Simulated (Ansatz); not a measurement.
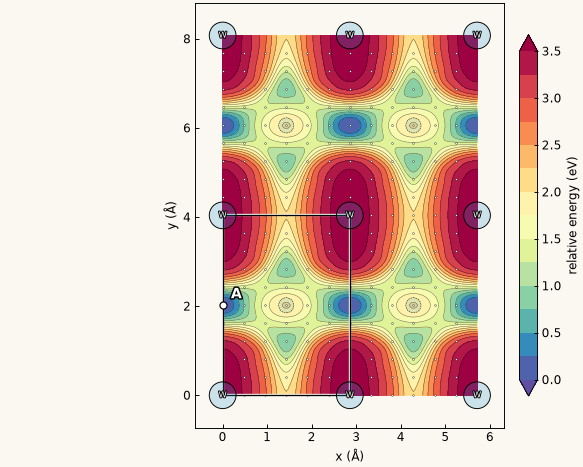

C on a W(110) slab cut from the Fm-3m phase, its upper half relaxed before the scan (4 atoms of substrate and one adsorbate in a 1 × 1 cell). C is moved over the surface cell; relaxed at each place: the height of the adsorbate's atoms; substrate rigid; the origin of the map has the adsorbate above W4. Places are given modulo a cell vector. The map is drawn in real space over the plane of the surface. Grid: 6 × 10 points; 24 points were computed and 36 follow by symmetry. Energies: eV, counted from the lowest grid point. With one adsorbate in each 1 × 1 cell, its nearest image is 2.9 Å away, so neighbouring adsorbates interact. These are results of DFT PBE, scalar-relativistic, plane waves, PAW in Ansatz, not measurements. Settings: cutoff 420 eV, k-mesh 9×7×1, gaussian smearing 0.1 eV, no spin polarisation.

Drawn: filled contours, dots at the grid points, labelled circles for the atoms of the top layer and small ones for the second layer, the outline of one cell of the 2 × 2 shown, one colour for all values above the top of the scale, the point A. Between grid points the surface is interpolated.

What is the easiest way out of the well at A, and how high is the barrier?

Answer. The easiest path leads from the well at the trough between two rows of top atoms, (0/6, 5/10) of the cell vectors to the well at (3/6, 3/10) of the cell vectors [nearest 3 W at 2.00 Å], about 0.82 eV higher. Its highest point lies about 1.3 eV above the bottom of the first well on the interpolated surface, at (2/6, 4/10) of the cell vectors [nearest 1 W at 1.93 Å]. Seen from the upper well the barrier is about 0.5 eV. This is the barrier on the constrained surface; relaxing the other coordinates would change it. Long-range motion along the hardest cell direction needs about 2 eV, so the motion is anisotropic.

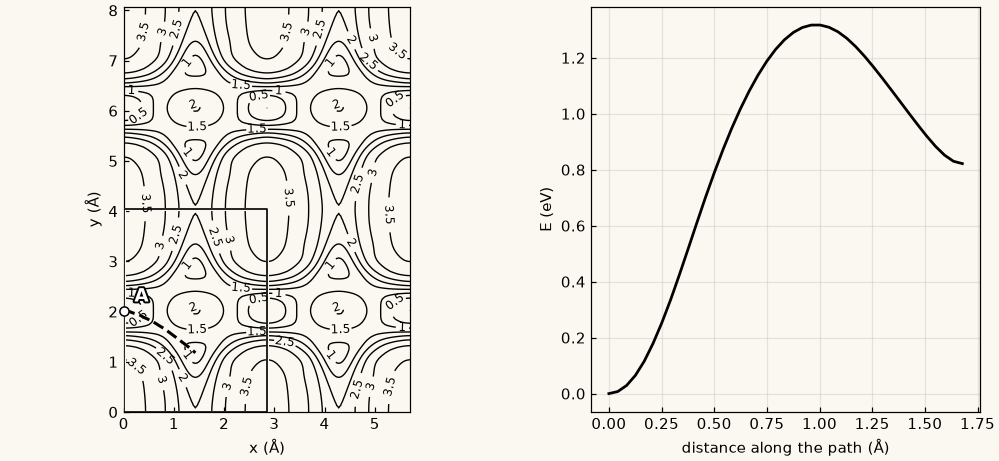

Drawn: contour lines labelled in eV (none above 3.5), a line along the lowest path, the outline of one cell of the 2 × 2 shown, the energy along the path at the right. Between grid points the surface is interpolated.

PAW datasets: the set soft_1.
